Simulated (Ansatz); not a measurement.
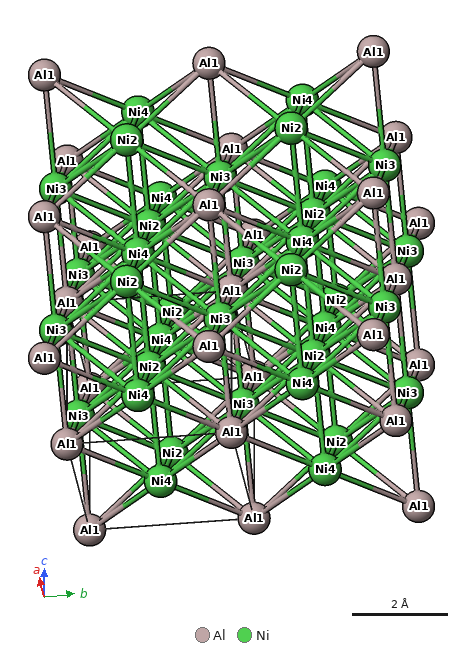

Reference structure: crystalline AlNi$_{3}$ (set up in Pm-3m). The picture is a ball-and-stick view of the cell of the calculation, repeated 2 × 2 × 2 with one cell outlined, seen from a free direction.

Computed with Ansatz, DFT PBEsol, scalar-relativistic, plane waves, PAW. (plane-wave cutoff 420 eV; k-point mesh 14 × 14 × 14; occupations gaussian; smearing width 0.1 eV; collinear spin)

The variant: Biaxial strain in the a–b plane, −2.0 %, is applied. The c axis and the atoms are relaxed.

What is the effect?

The energy rises by 7.0 meV per atom. Pressure: 0.0 GPa before, 3.5 GPa after. The principal stresses (compression positive) are 0.0 GPa along c and 5.3 GPa across it. The absolute magnetisation per cell goes from 0.85 to 0.77 μB (net moment 0.69 and 0.63 μB). Both are metals. The drawn cell changes as follows: a = b 3.519 → 3.449 Å (−2.0 %), c 3.519 → 3.605 Å (+2.4 %); the volume changes by −1.6 %. The atoms keep their places relative to the cell (all moves are under 0.005 Å). Some distances before and after: Al–Ni 2.488 → 2.439 to 2.494 Å, Ni–Ni 2.488 → 2.439 to 2.494 Å. The space group (tolerance 0.01 Å) goes from Pm-3m (No. 221) to P4/mmm (No. 123).

Drawn alike, the variant:

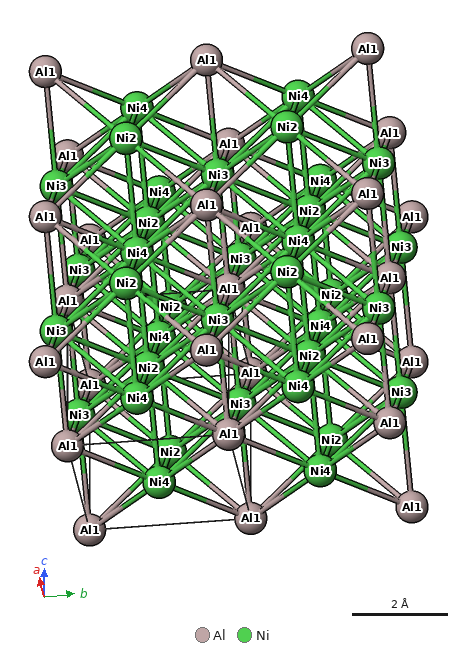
